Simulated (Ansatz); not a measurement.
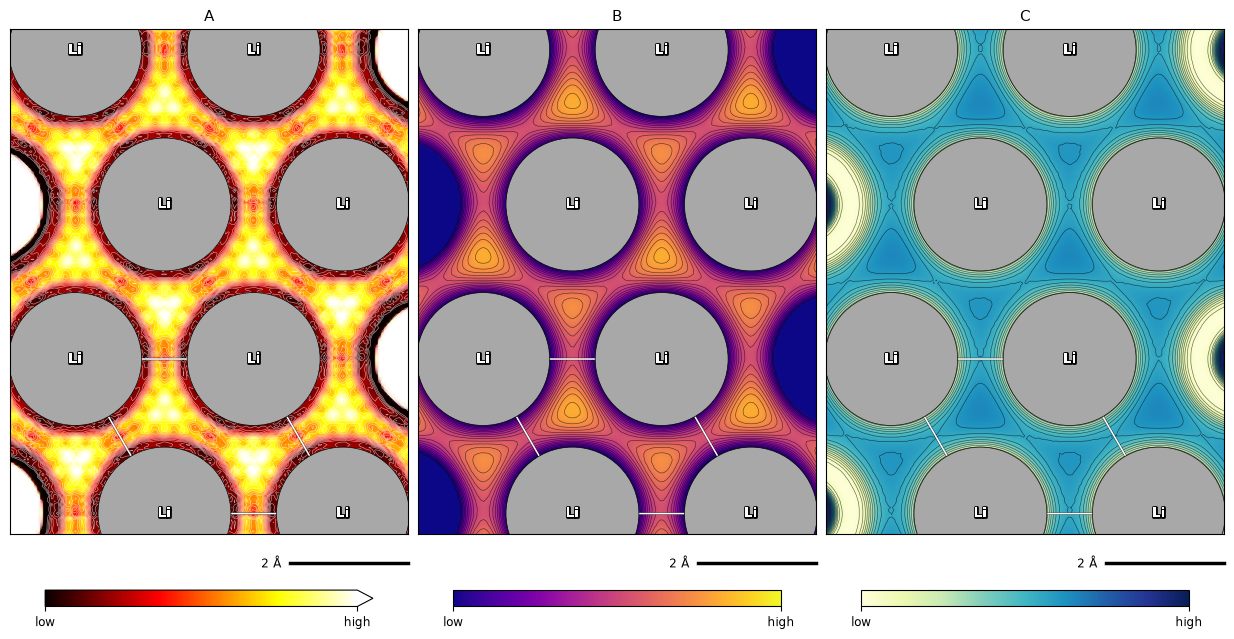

Li: 3 fields on the (001) plane of the conventional cell, with unlabelled colour scales. Grey discs cover the atomic cores.

Space group R-3m; set up as Li, 9R; changed on purpose from its base cell (volume × 0.92); computed without spin polarisation.

Computed with DFT, r2SCAN, plane waves (500 eV) with PAW, scalar-relativistic in Ansatz.

**The panels show electron localisation function, electrostatic potential energy of an electron and valence pseudo-density in some order. Assign them.**

Panel A: valence pseudo-density. Panel B: electrostatic potential energy of an electron (low next to the atoms, rising into the space between them). Panel C: electron localisation function. From the grid: Li–Li (3.02 Å): ρ is about 0.06 e/Å³ halfway; the ELF reaches about 0.55 near the midpoint.
